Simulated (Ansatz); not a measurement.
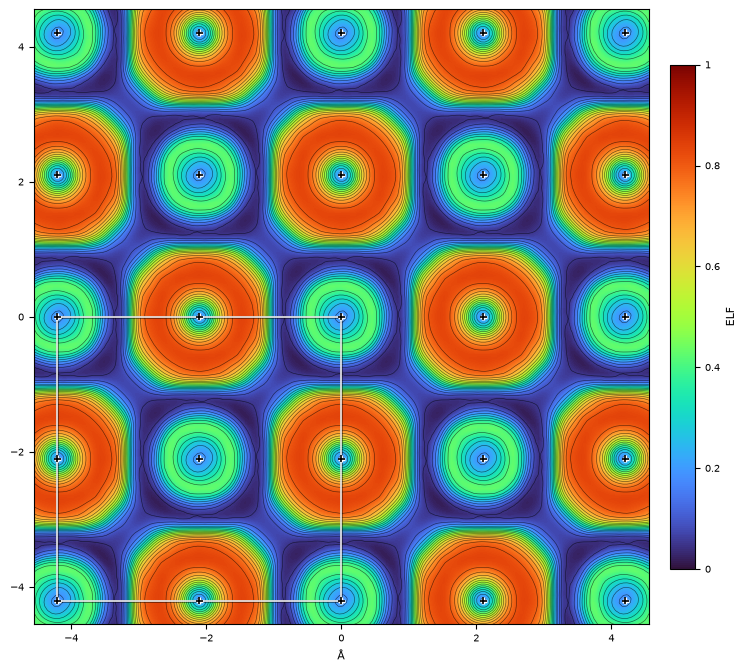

The electron localisation function on a plane through atoms (crosses mark nuclei in the plane).

Method: Ansatz 0.2.0, DFT, HSE06, plane waves, PAW.

Candidates:
A. NaF, a = 3.34 Å, b = 3.34 Å, c = 4.59 Å, α = 90.00°, β = 90.00°, γ = 90.00°. Space group I4/mmm; started from the measured structure prototype, which need not be the ambient phase; changed on purpose from its base cell (biaxial xy strain +2.8%).
B. WSe2, a = 3.30 Å, b = 3.30 Å, c = 7.18 Å, α = 90.00°, β = 90.00°, γ = 120.00°. Space group P-6m2; a structure from a database of computed crystals, not necessarily the ambient phase; started from the database structure prototype, which need not be the ambient phase.
C. MgO, a = 4.20 Å, b = 4.20 Å, c = 4.20 Å, α = 90.00°, β = 90.00°, γ = 90.00°. Space group Fm-3m; started from the rocksalt prototype, which need not be the ambient phase.

Question: Which candidate gave the map?

Answer: Candidate C: MgO on the (100) plane of the conventional cell, which holds Mg and O. Mg–O (2.10 Å): the ELF peaks at about 0.85 in the valence shell of O, 0.6 Å from its nucleus, and is about 0.35 at the midpoint: a closed-shell, largely ionic contact.
